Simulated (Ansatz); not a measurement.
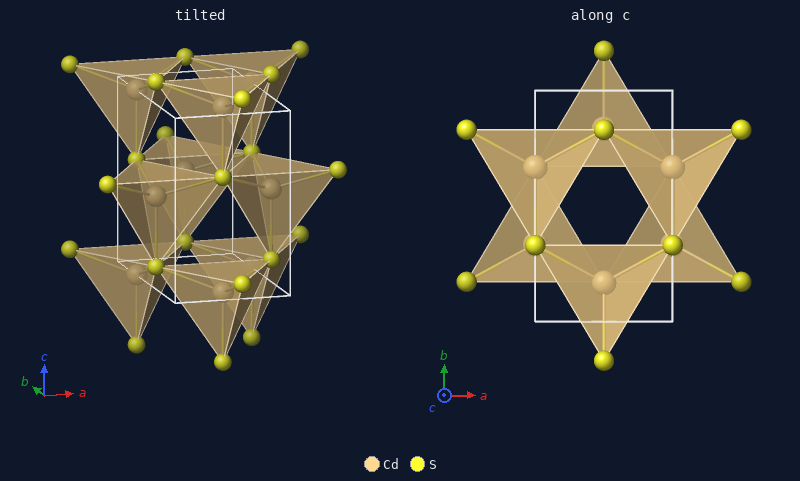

We look at a polyhedral model of the crystal slightly off an axis and along the c axis. The edges of the conventional unit cell are marked. A few atoms beyond the faces are included.

CdS, space group Cmc2_1 (No. 36), a = 4.290 Å, b = 7.213 Å, c = 6.766 Å, α = 90.00°, β = 90.00°, γ = 90.00°. The starting point was a structure type filled with these elements by a generator (whether the compound takes this form wasn't checked). The cell was then strained or its atoms displaced on purpose. Ansatz was used for an electronic-structure calculation on it.

This one geometry was computed with Ansatz (DFT, plane waves, PAW) at three levels of theory: PBE, r2SCAN and HSE06. It was relaxed with r2SCAN and then strained.

**How does the band gap change with the level of theory?**

PBE: a gap of 1.08 eV, direct; r2SCAN: a gap of 1.53 eV, direct; HSE06: a gap of 2.08 eV, direct.

**Collect the results in a table.**

| level | cutoff (eV) | k-mesh of the run's cell | gap (eV) | pressure (GPa) |
| --- | --- | --- | --- | --- |
| PBE | 420 | 12×12×4 | 1.08 | -0.3 |
| r2SCAN | 500 | 12×12×4 | 1.53 | -1.7 |
| HSE06 | 420 | 6×6×4 | 2.08 | -1.5 |

Gaps are taken on the k-mesh or band path of each run.
